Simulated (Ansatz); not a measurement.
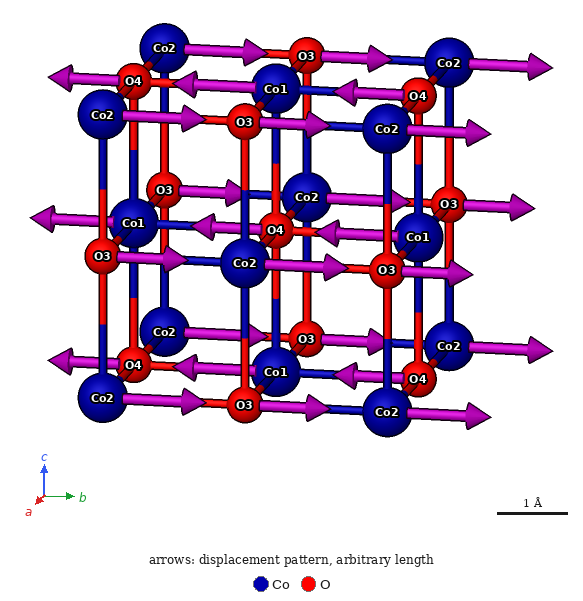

One vibrational mode of a crystal of CoO at the zone centre of a doubled cell. Displacements are drawn as purple arrows; their common scale and sign are arbitrary. A ball-and-stick model of the conventional cell (2 times the calculation's cell), seen from a free direction. Lengths and directions refer to the drawn axes.

Computed with DFT PBEsol, scalar-relativistic, plane waves, PAW in Ansatz. Settings: plane-wave cutoff 420 eV; k-point mesh 20 × 20 × 14; occupations gaussian; smearing width 0.15 eV; collinear spin.

Question: What mode is this, and where does it lie in the spectrum?

Answer: This is a doubly degenerate mode (one member of the set is drawn) at 88i cm⁻¹, level 2 of 6, counted from below (the three translations aside). All motion is along b; atoms of one kind move against one another, with no net shift of any sublattice; it mainly bends the Co–O bonds; the kinetic energy is shared as Co 84 %, O 16 %. It changes sign from one half of the doubled cell to the other: it belongs to the zone boundary, q = (0, 1/2, 1/2) in the reciprocal vectors of the undoubled cell. The frequency is imaginary, so the structure is unstable against this distortion. Freezing in the drawn pattern lowers the space group from Fm-3m to Cmcm (No. 63).
